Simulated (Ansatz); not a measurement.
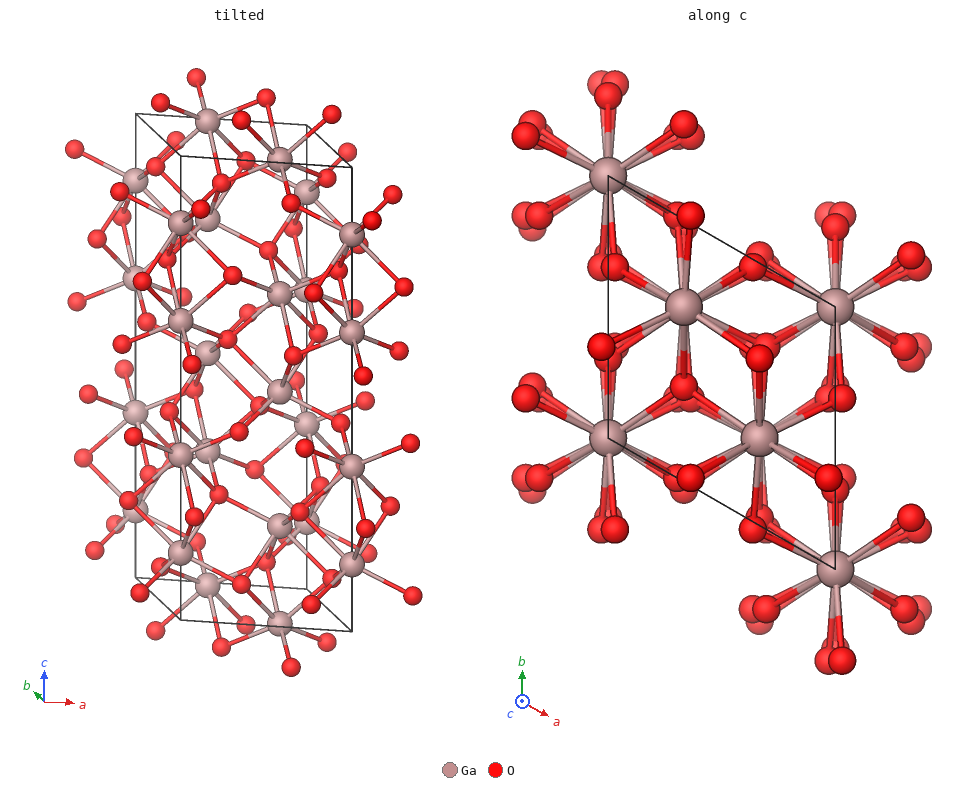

The crystal in a ball-and-stick representation, seen slightly off an axis and along the c axis. The wireframe shows the conventional unit cell. Some neighbours outside the box are added.

Ga$_{2}$O$_{3}$, corundum, space group R-3c (No. 167), a = 4.885 Å, b = 4.885 Å, c = 13.173 Å, α = 90.00°, β = 90.00°, γ = 120.00°. The model was built from a structure listed in the Materials Project. The cell was then strained or its atoms displaced on purpose. An electronic-structure calculation with Ansatz was run on it.

This one geometry was computed with Ansatz (DFT, plane waves, PAW) at three levels of theory: r2SCAN, HSE06 and PBE. It was relaxed with r2SCAN and then strained.

Which level gives the highest pressure at this volume, and what does that say about its equilibrium volume?

Highest: PBE (26.1 GPa), which points to the largest equilibrium volume. Lowest, with the smallest volume: r2SCAN (16.4 GPa) and HSE06 (16.0 GPa). Levels within 0.5 GPa of each other can't be told apart.

How does the band gap change with the level of theory?

PBE: a gap of 3.53 eV, indirect; r2SCAN: a gap of 4.25 eV, indirect; HSE06: a gap of 5.36 eV, indirect.

Collect the results in a table.

| level | cutoff (eV) | k-mesh of the run's cell | gap (eV) | pressure (GPa) |
| --- | --- | --- | --- | --- |
| r2SCAN | 500 | 6×6×6 | 4.25 | 16.4 |
| HSE06 | 420 | 4×4×4 | 5.36 | 16.0 |
| PBE | 420 | 6×6×6 | 3.53 | 26.1 |

Gaps are taken on the k-mesh or band path of each run.
